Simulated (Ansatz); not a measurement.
Structure data:

```
CELL_PARAMETERS angstrom
4.23528 0.00000 0.00000
0.00000 4.23528 0.00000
0.00000 0.00000 2.69090
ATOMIC_POSITIONS crystal
Si 0.00000 0.00000 0.00000
Si 0.50000 0.50000 0.50000
O 0.69307 0.30693 0.00000
O 0.30693 0.69307 0.00000
O 0.80693 0.80693 0.50000
O 0.19307 0.19307 0.50000
```

Question: Work out the structure from the coordinates.

Answer: The formula is SiO₂. Symmetry: P4_2/mnm (No. 136), primitive tetragonal lattice. This arrangement goes by the name rutile. There are 6 atoms in the cell: 2 Si, 4 O. The coordination shell of Si holds six O in a distorted octahedral arrangement at 1.77 to 1.84 Å. Around each O lie three Si at 1.77 to 1.84 Å. The bonds build a three-dimensional framework.

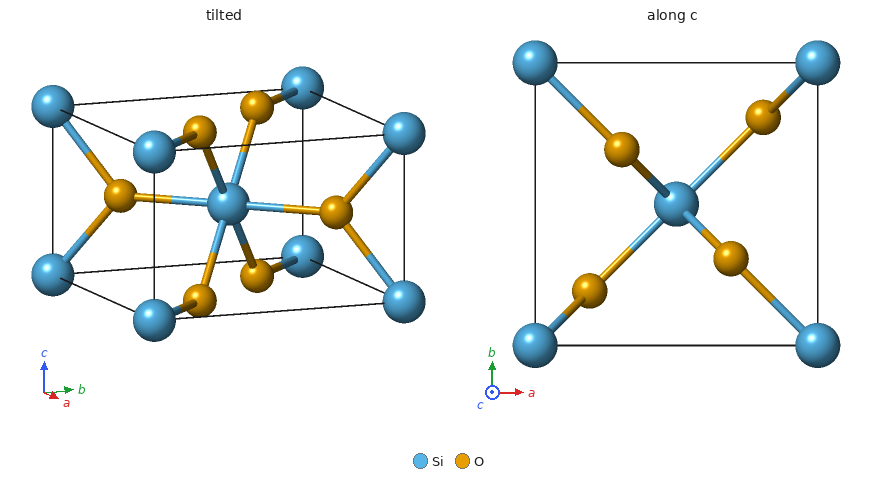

The crystal in a ball-and-stick representation, seen slightly off an axis and along the c axis. The conventional unit cell is outlined; an atom on or near a face, edge or corner is repeated at each equivalent position.

The cell started as a structure listed in the Materials Project, with elements exchanged, so it need not be a known form of the compound. Earlier steps of the study may have refined or changed the cell and positions. It was run through Ansatz as a DFT input.
